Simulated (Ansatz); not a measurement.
System: CaB2.

The calculation's input:

```
crystal:
  lattice:
    - [3.2264302843, 0.0, 0.0]
    - [-1.6132151421, 2.7941705897, 0.0]
    - [0.0, 0.0, 4.067392]
  atoms:
    - { symbol: Ca, position: [0.0, 0.0, 0.0] }
    - { symbol: B, position: [0.6666666667, 0.3333333333, 0.5] }
    - { symbol: B, position: [0.3333333333, 0.6666666667, 0.5] }
hamiltonian:
  xc: r2scan
  pseudopotentials: { kind: paw }
kpoints:
  mp_grid: { grid: [9, 9, 7] }
scf:
  occupations: { method: fermi_dirac, width: 0.05 }
output:
  forces: true
  stress: true
  eigenvalues: true
  write_density: true
  write_potential: true
  elf: true
  volumetric_format: npy
relax:
  f_tol: 0.01
  max_steps: 40
  cell: { stress_tol: 0.05, p_target: 2.0 }
```

Launched as:

```sh
ansatz run input.yaml --threads 2 --pin off --max-ram 5632MiB --backend cpu --events-out ev --progress --plain --runs-dir out
```

Below, planes, directions and counts refer to the conventional cell (a = 3.20 Å, b = 3.20 Å, c = 4.05 Å, α = 90.00°, β = 90.00°, γ = 120.00°).

The fields are those of the run's last geometry, not of the input's.

Space group P6/mmm; a structure from a database of computed crystals, not necessarily the ambient phase.

Computed with Kohn-Sham DFT of a periodic cell, r2SCAN, Ansatz PAW in Ansatz.

Q: Predict the valence pseudo-density and electron localisation function between the atoms.

A: B–B (1.85 Å): ρ is about 0.74 e/Å³ halfway; the ELF peaks at about 0.90 between the atoms.
Ca–B (2.74 Å): the density is about 0.17 e/Å³ at the midpoint; the ELF peaks at about 0.65 in the valence shell of B, 0.9 Å from its nucleus, and is about 0.15 at the midpoint.

Q: Does the calculation give a band gap?

A: It is gapless in this calculation (a metal or semimetal).

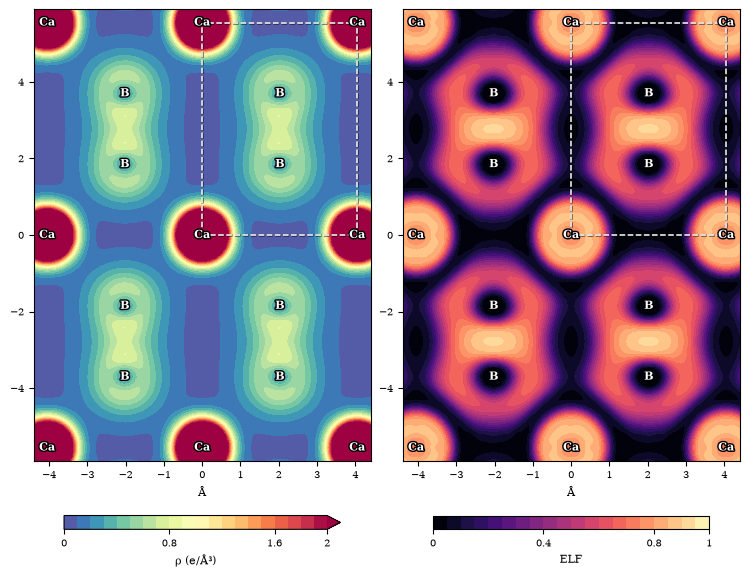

Computed valence pseudo-density and electron localisation function on the (110) plane of the conventional cell, in this order. 
